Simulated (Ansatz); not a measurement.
**PbO: density, localisation and related maps**

```xyz
2
Lattice="3.5679 0.0000 0.0000 -1.7839 3.0899 0.0000 0.0000 0.0000 3.2951" Properties=species:S:1:pos:R:3 pbc="T T T"
Pb    0.0000    0.0000    0.0000
O     1.7840    1.0299    1.6476
```

Space group P-6m2; started from the WC prototype, which need not be the ambient phase.

Computed with DFT PBE, spin-orbit coupling, plane waves, PAW in Ansatz 0.2.0.

In a PAW calculation such maps are meaningful between the atoms, not at the nuclei.

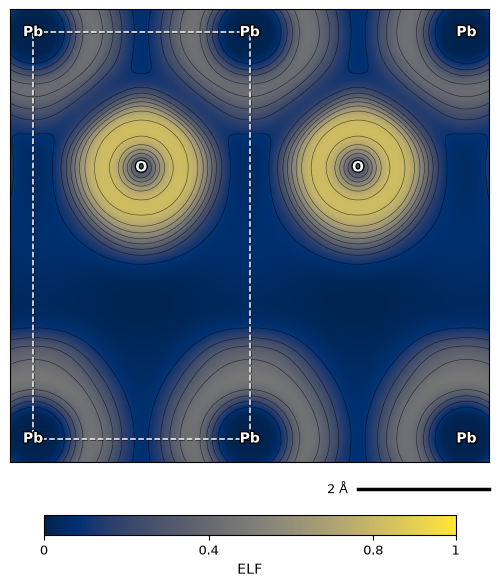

Figure 1. ELF on the (110) plane of the conventional cell.

What does the map show?

Atoms in the plane: Pb and O.
Pb–O (2.64 Å): the ELF is about 0.15 at the midpoint (no shared electron pair shows on this line).

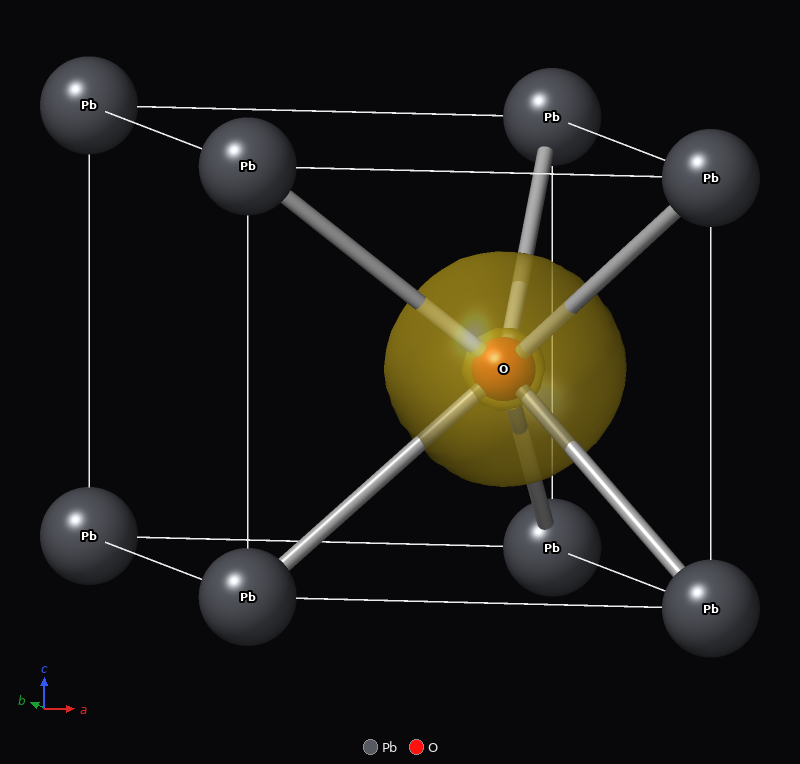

Figure 2. Isosurface of the electron localisation function at 0.65 (yellow), seen at an oblique angle. Core shells and regions of very low density are left out. Sticks mark near contacts.

Where are the electrons localised?

At this value the surface marks out one region wrapped around O (its valence shell), counted in one cell of 2 atoms. Regions shared between cells count once.

Metal or insulator at this level of theory?

It is gapless in this calculation (a metal or semimetal).
